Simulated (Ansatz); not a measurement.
**Energy of Cs along an even scaling of the cell**

System: Cs (Pm-3m, 1 atom in the cell).
Method: DFT, LDA (PW92), plane waves (420 eV) with PAW, scalar-relativistic, no spin polarisation (Ansatz 0.2.0).

The 5 runs differ only in the geometry, by an even scaling of the cell at fixed fractional positions.

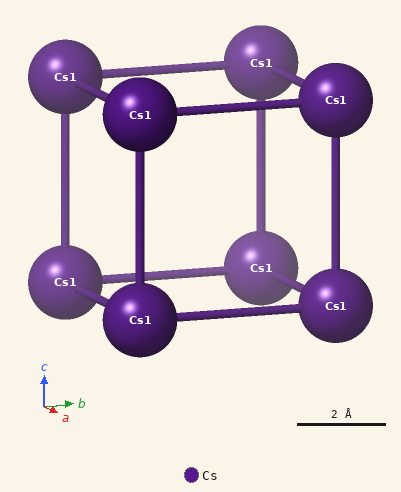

Figure 1. The structure of run 3 (ball-and-stick view of the cell of the calculation, seen slightly off an axis; atoms are numbered from 1 in the order of the input).

### Input of run 3
```yaml
crystal:
  lattice:
    - [4.7990138529, 0.0, 0.0]
    - [0.0, 4.7990138529, 0.0]
    - [0.0, 0.0, 4.7990138529]
  atoms:
    - { symbol: Cs, position: [0.0, 0.0, 0.0] }
hamiltonian:
  xc: lda
  pseudopotentials:
    kind: paw
    azcp:
      Cs: "pseudopotentials/Cs.paw.azcp"
basis:
  ecutwfc: 420
  fft_grid_basis: typed
kpoints:
  mp_grid: { grid: [8, 8, 8], shift: [0, 0, 0] }
magnetization:
  spin_polarized: false
scf:
  occupations: { method: fermi_dirac, width: 0.1 }
  lower_state_search: "off"
output:
  stress: true
```

Run 4 differs from it as follows:
```diff
-    - [4.7990138529, 0.0, 0.0]
-    - [0.0, 4.7990138529, 0.0]
-    - [0.0, 0.0, 4.7990138529]
+    - [4.8597673132, 0.0, 0.0]
+    - [0.0, 4.8597673132, 0.0]
+    - [0.0, 0.0, 4.8597673132]
```

### Results, with one run withheld

```tsv
run	volume per atom (Å³)	free energy per atom, from the lowest run given (meV)	pressure (GPa)
1	93.520	7.68	0.25
2	97.771	2.41	0.15
3	110.524	0.00	−0.08
4	114.775	?	?
5	119.026	7.09	−0.18
```

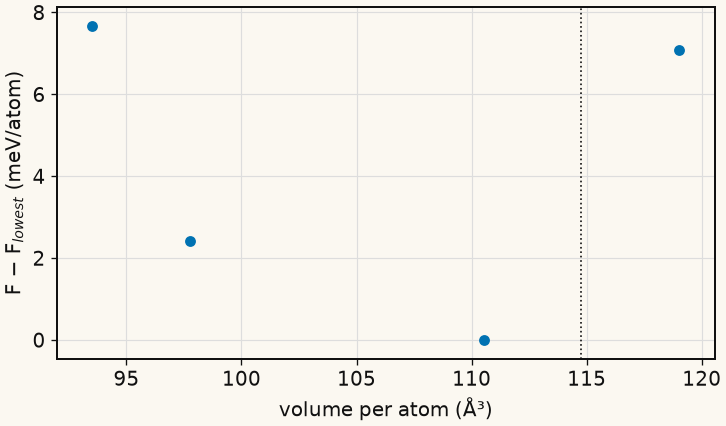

Figure 2. Free energy per atom of the runs given; the dotted line marks run 4.

Estimate the energy of run 4 from the others.

A quadratic polynomial in V^(−2/3) (the Birch–Murnaghan form), fitted to the 4 runs given, misses them by at most 0.20 meV per atom. With x = V^(−2/3) − 0.04510 Å⁻², it reads F = −1.158 + 330.7 x + 6.6228e+05 x² (meV per atom). At run 4 it gives 2.97 meV per atom, and the run itself gives 2.84. The slope of the fit gives a pressure −dF/dV of −0.13 GPa there, and the run prints −0.13 GPa. The fit has its minimum at 105.281 Å³ per atom, where V d²F/dV² gives 1.8 GPa: the bulk modulus at this level, since symmetry fixes the shape and the positions.

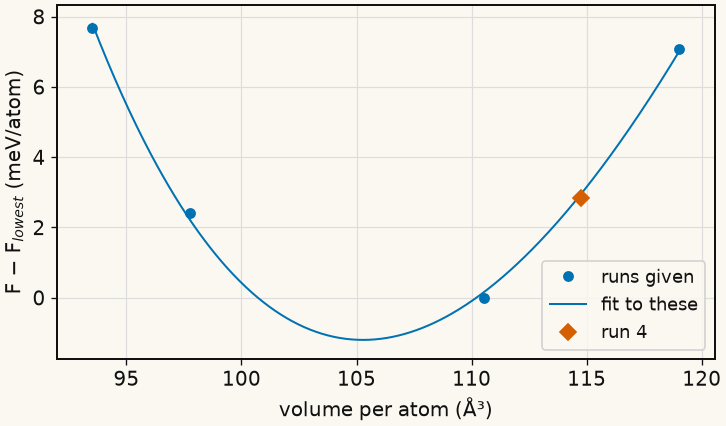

Figure 3. The fit and the withheld run.

### Output, shortened to warnings, some set-up lines, iterations and results (run 4)
```
Warning: [file] the record states the generating functional pbe (its physics header spells it `PBE`), which answers neither for hamiltonian.xc's functional nor for the lda family's — results may be inconsistent (PPs are generated against a specific XC)
Basis set: ecut = 420 eV, 2205 PW (Γ)
Symmetry: 48 space group operations
k-points: 35 of 512
Initial density: superposition of atomic densities (neutral atoms: chi_scale 0, normalization atom), corrected by the library's trained network
[...]
SCF iter   1: F=—  HF=-5504.780569 eV  |F-HF|=—  |Δ(HF+E_count)|=         —  Δρ=2.14e-3  dr2=5.67e-3  ethr=1.77e-3  ⟨swp⟩=6.2  Hψ=2551  notcnv=0
SCF iter   2: F=—  HF=-5504.779555 eV  |F-HF|=—  |Δ(HF+E_count)|=   1.01e-3  Δρ=1.18e-3  dr2=2.45e-3  ethr=6.30e-5  ⟨swp⟩=2.5  Hψ=714  notcnv=0
SCF iter   3: F=—  HF=-5504.779679 eV  |F-HF|=—  |Δ(HF+E_count)|=   1.24e-4  Δρ=1.81e-4  dr2=6.85e-5  ethr=2.72e-5  ⟨swp⟩=2.3  Hψ=479  notcnv=0
SCF iter   4: F=—  HF=-5504.779698 eV  |F-HF|=—  |Δ(HF+E_count)|=   1.94e-5  Δρ=4.62e-5  dr2=3.60e-6  ethr=7.61e-7  ⟨swp⟩=2.5  Hψ=484  notcnv=0
SCF iter   5: F=-5504.779697 eV  HF=-5504.779697 eV  |F-HF|=2.08e-9  |Δ(HF+E_count)|=   1.33e-6  Δρ=3.90e-6  dr2=1.58e-8  ethr=4.00e-8  ⟨swp⟩=2.5  Hψ=509  notcnv=0
SCF iter   6: F=-5504.779697 eV  HF=-5504.779697 eV  |F-HF|=3.00e-11  |Δ(HF+E_count)|=   2.47e-9  Δρ=3.68e-7  dr2=1.66e-10  ethr=1.75e-10  ⟨swp⟩=2.2  Hψ=1078  notcnv=0
SCF 1 converged in 6 iterations: F = -5504.779697 eV  dr2 = 1.66e-10
SCF converged after 6 iterations
Free energy (F): -5504.779697 eV
Harris-Foulkes:  -5504.779697 eV  (|F-HF|=3.00e-11)
Internal energy: -5504.742905 eV  (E = F + TS)
E sigma→0 (E₀):  -5504.761301 eV
Entropy (-TS):   -0.036792 eV (-36.792 meV/atom)
Fermi energy:    2.038353 eV
--- Per-component energies (eV) ---
  E_band       = -94.863113
  E_kinetic    = 140.947587
  E_local      = -407.360127  (includes V_loc(G=0)·N_el)
  E_nonlocal   = 32.752447
  E_hartree    = 143.298655
  E_xc         = -171.159963
  E_vxc        = -124.459849  (∫ρ·V_xc dr)
  E_paw        = -4903.008442  (= ΣΔE_a)
  E_vpaw       = -23.340320  (= ΣTr[D̂ρ^β])
  E_aug_tail   = -0.000001  (compensation charges beyond the density's cutoff)
  E_ewald      = -340.483617
  E_core_change = 0.270556  (= ΣΔE_core)
  E_smearing   = -0.036792  (= −TS)
  E_closure    = 0.000000  (closes the sum)
  Σ components = -5504.779697   (vs F -5504.779697, Δ=0.00e0)
--- Stress (GPa, compression-positive) ---
       -0.134992       0.000000       0.000000
        0.000000      -0.134992       0.000000
        0.000000       0.000000      -0.134992
  P = ⅓ Tr σ = -0.1350 GPa (-1.350 kbar)
```

Warnings of the run: the PAW datasets were made with another functional.
